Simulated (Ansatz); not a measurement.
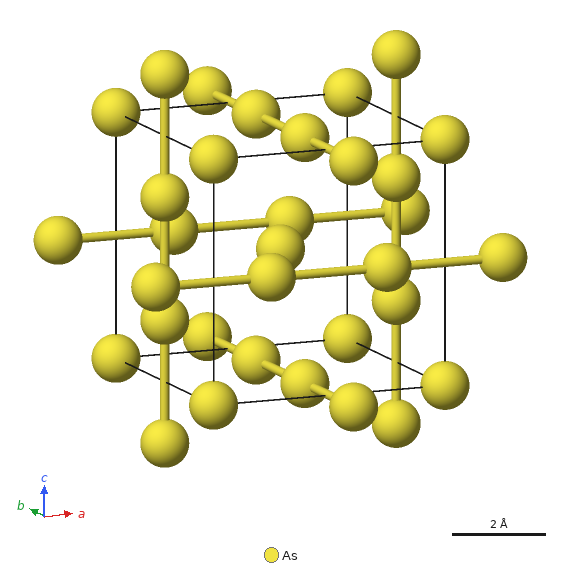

Starting structure of crystalline As (built on the beta-tungsten (A15)_223 type). The picture is a ball-and-stick view of the cell of the calculation, seen slightly off an axis.

Case: beta-tungsten (A15) type (Pm-3n, No. 223).

These are results of DFT PBE, scalar-relativistic, plane waves, PAW in Ansatz, not measurements.

The input:
```yaml
crystal:
  lattice:
    - [5.4315837389, 0.0, 0.0]
    - [0.0, 5.4315837389, 0.0]
    - [0.0, 0.0, 5.4315837389]
  atoms:
    - { symbol: As, position: [0.5, 0.5, 0.5] }
    - { symbol: As, position: [0.0, 0.0, 0.0] }
    - { symbol: As, position: [0.25, 0.0, 0.5] }
    - { symbol: As, position: [0.5, 0.25, 0.0] }
    - { symbol: As, position: [0.5, 0.75, 0.0] }
    - { symbol: As, position: [0.75, 0.0, 0.5] }
    - { symbol: As, position: [0.0, 0.5, 0.75] }
    - { symbol: As, position: [0.0, 0.5, 0.25] }
basis:
  ecutwfc: 420
kpoints:
  mp_grid: { grid: [8, 8, 8] }
hamiltonian:
  xc: pbe
scf:
  occupations: { method: gaussian, width: 0.1 }
output:
  forces: true
  stress: true
  eigenvalues: true
relax:
  adjacent_minimum: "off"
  f_tol: 0.01
  max_steps: 80
  cell: { stress_tol: 0.05 }
```

Where does the relaxation end?

Answer. No atom moves by more than 0.005 Å relative to the cell. The volume changes by −2.0 %, with a = b = c 5.432 → 5.396 Å (−0.7 %). Some distances before and after: As3–As6 2.716 → 2.698 Å. The space group stays Pm-3n (No. 223). Over 2 accepted moves (3 points after the start) the energy falls by 2.0 meV per atom. All forces vanish by symmetry, so only the cell relaxes. Pressure: −1.51 GPa at the start and −0.05 GPa at the end. The SCF was repeated once at an unchanged geometry on a basis and grid sized afresh for the cell, which shifted the energy by 0.1 meV per atom at most.

History of the run:

```csv
step,"E − E(0), meV/atom","pressure, GPa","volume, Å³/atom",note
0,0.00,-1.51,20.030,
1,-0.52,1.43,19.272,
2,-2.01,-0.04,19.634,
3,-1.95,-0.05,19.634,"same geometry, new basis"
```

The structure at the end:

```
CELL_PARAMETERS angstrom
5.39555 0.00000 0.00000
0.00000 5.39555 0.00000
0.00000 0.00000 5.39555
ATOMIC_POSITIONS crystal
As 0.50000 0.50000 0.50000
As 0.00000 0.00000 0.00000
As 0.25000 0.00000 0.50000
As 0.50000 0.25000 0.00000
As 0.50000 0.75000 0.00000
As 0.75000 0.00000 0.50000
As 0.00000 0.50000 0.75000
As 0.00000 0.50000 0.25000
```
